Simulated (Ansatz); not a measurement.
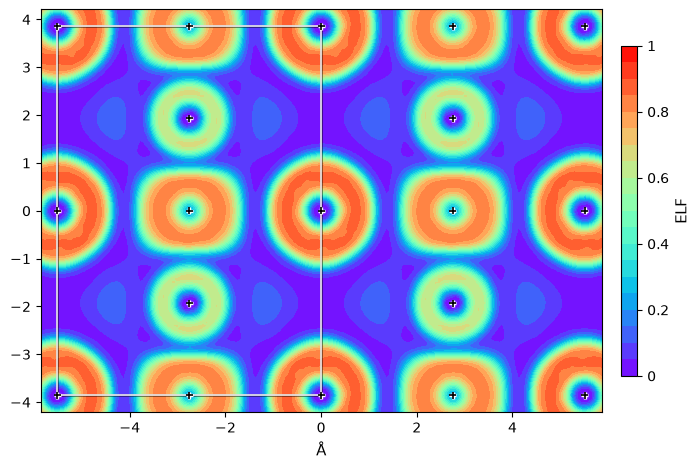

The electron localisation function on a plane through atoms (crosses mark nuclei in the plane).

Method: DFT, PBE, plane-wave PAW, default files, scalar-relativistic in Ansatz.

Candidates:
A. MoS2, a = 3.10 Å, b = 3.10 Å, c = 12.36 Å, α = 90.00°, β = 90.00°, γ = 120.00°. Space group P6₃/mmc; computed pressure about 7 GPa in this cell; the program warned that a starting moment wasn't kept; spin-polarised, but the moments vanished.
B. SrTiO3, a = 5.51 Å, b = 5.51 Å, c = 7.72 Å, α = 90.00°, β = 90.00°, γ = 90.00°. Space group I4/mcm; computed pressure about 7 GPa in this cell; computed without spin polarisation.
C. CuO, a = 4.71 Å, b = 3.45 Å, c = 5.16 Å, α = 90.00°, β = 99.54°, γ = 90.00°. Space group C2/c; computed pressure about 4 GPa in this cell; the program warned that a starting moment wasn't kept; spin-polarised, but the moments vanished.

### Which candidate gave the map?

Candidate B: SrTiO3 on the (010) plane of the conventional cell, which holds Sr, Ti and O. Ti–O (1.93 Å): the ELF peaks at about 0.80 in the valence shell of O, 0.6 Å from its nucleus, and is about 0.20 at the midpoint (no shared electron pair shows on this line). Sr–O (2.76 Å): the ELF is about 0.05 at the midpoint (a largely ionic contact).
